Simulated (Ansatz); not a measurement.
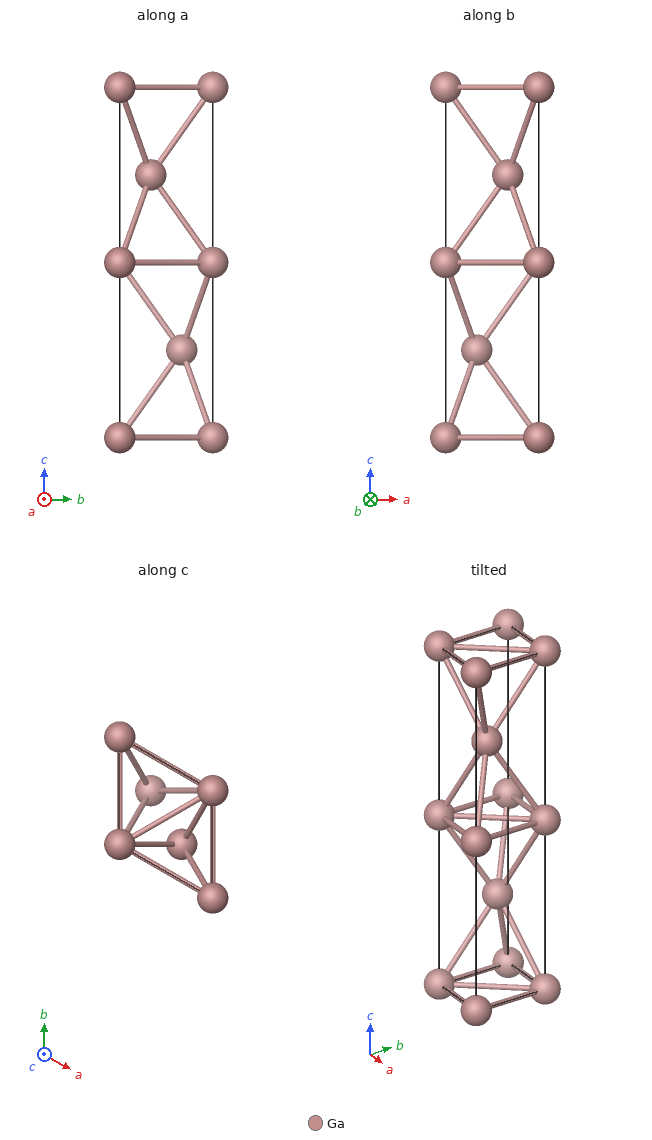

Ball-and-stick representation of a periodic structure, projected along the a axis, along the b axis, along the c axis and slightly off an axis. The parallelepiped is the conventional unit cell.

Lattice parameters: a = 3.129 Å, b = 3.129 Å, c = 10.215 Å, α = 90.00°, β = 90.00°, γ = 120.00°. Put a along x and b in the xy plane.

Express the structure as a POSCAR file.

```
Ga
1.0
     3.129    0.000    0.000
    -1.565    2.710    0.000
     0.000    0.000   10.215
Ga
4
Direct
  0.0000 0.0000 0.0000
  0.0000 0.0000 0.5000
  0.3333 0.6667 0.2500
  0.6667 0.3333 0.7500
```

The structure was taken from a structure type filled with this element by a generator (whether the element takes this form wasn't checked). Earlier steps of the study may have refined or changed the cell and positions. A calculation with Ansatz used it as input.
